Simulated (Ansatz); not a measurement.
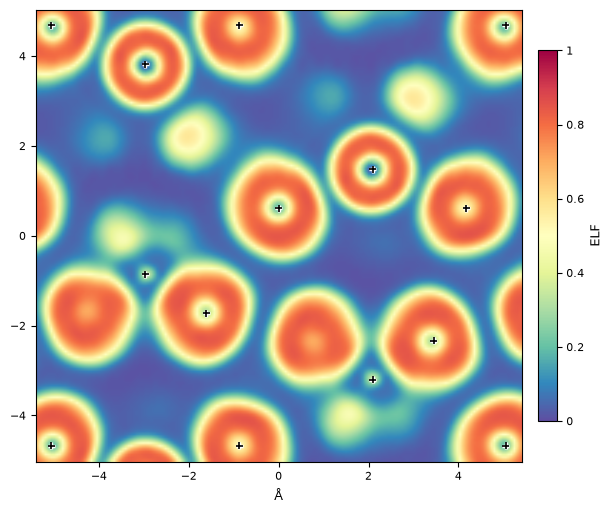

The electron localisation function on a plane through atoms (crosses mark nuclei in the plane).

The calculation used DFT PBEsol, scalar-relativistic, plane waves, PAW (Ansatz 0.2.0).

Candidates:
A. SiC, a = 4.36 Å, b = 4.36 Å, c = 4.36 Å, α = 90.00°, β = 90.00°, γ = 90.00°. Space group F-43m; a structure from a database of computed crystals, not necessarily the ambient phase.
B. ZrSiO₄, a = 6.62 Å, b = 6.62 Å, c = 10.11 Å, α = 109.09°, β = 109.09°, γ = 90.00°. Space group I4₁/amd; a structure from a database of computed crystals, not necessarily the ambient phase.
C. Zn₁₆Se₁₅ (cell charge +1, with a compensating background) (cell with a defect), a = 9.76 Å, b = 9.76 Å, c = 9.76 Å, α = 109.47°, β = 109.47°, γ = 109.47°. Spin-polarised.

Question: Which candidate gave the map?

Answer: Candidate B: ZrSiO₄ on the (110) plane of the calculation cell, which holds Zr, Si and O. Si–O (1.63 Å): the ELF peaks at about 0.85 between the atoms, as expected for a polar covalent bond. Zr–O (2.26 Å): the ELF peaks at about 0.85 in the valence shell of O, 0.7 Å from its nucleus, and drops to about 0.15 between the two atoms: no shared electron pair shows on this line.
